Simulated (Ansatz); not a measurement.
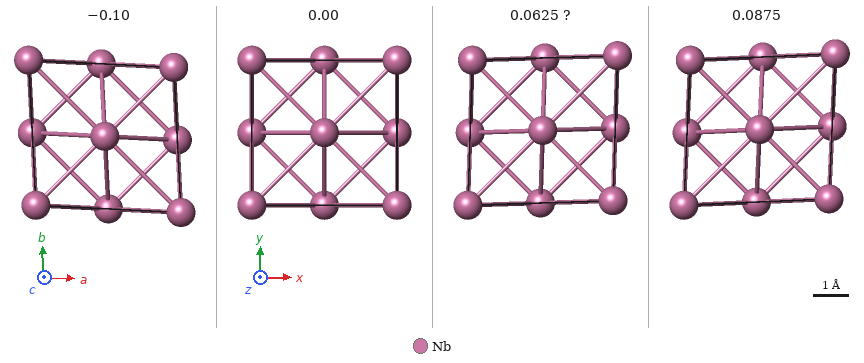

Energy scan for a crystal of Nb (Fm-3m), in which the cell is strained in shear in the xy plane, with the atoms kept at their fractional coordinates. x, y and z are the Cartesian axes of the input. Style: ball-and-stick. Shown: the conventional cell (4 times the calculation's cell), along the c axis. Lengths and directions refer to the drawn axes.

All numbers below come from DFT PBEsol, scalar-relativistic, plane waves, PAW in Ansatz. Set-up: plane-wave cutoff 420 eV; k-point mesh 20 × 20 × 20; occupations gaussian; smearing width 0.15 eV; no spin polarisation. Energies (free energies at the smearing named) are counted from the cell as listed in its source, which wasn't relaxed.

| engineering shear strain | energy change (meV/atom) |
| --- | --- |
| −0.1000 | −24.1 |
| −0.0500 | −7.4 |
| 0.0000 | 0.0 |
| 0.0250 | −2.1 |
| 0.0625 | ? |
| 0.0750 | −14.7 |
| 0.0875 | −19.1 |

Fill in the missing row.

A straight line between the two neighbours gives −11.5 meV/atom. A cubic through the four nearest rows (0.0000, 0.0250, 0.0750, 0.0875) gives, with Lagrange weights, (−0.0714)(0.0) + (0.2500)(−2.1) + (1.2500)(−14.7) + (−0.4286)(−19.1) = −10.7 meV/atom. The calculation gives −10.8 meV/atom, so the cubic is 0.1 meV/atom too high and the straight line 0.7 meV/atom too low, as the curve bends downwards here.

The whole profile:

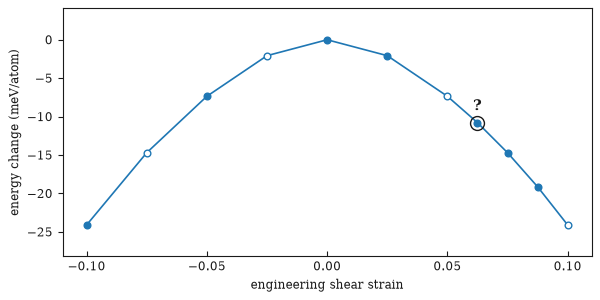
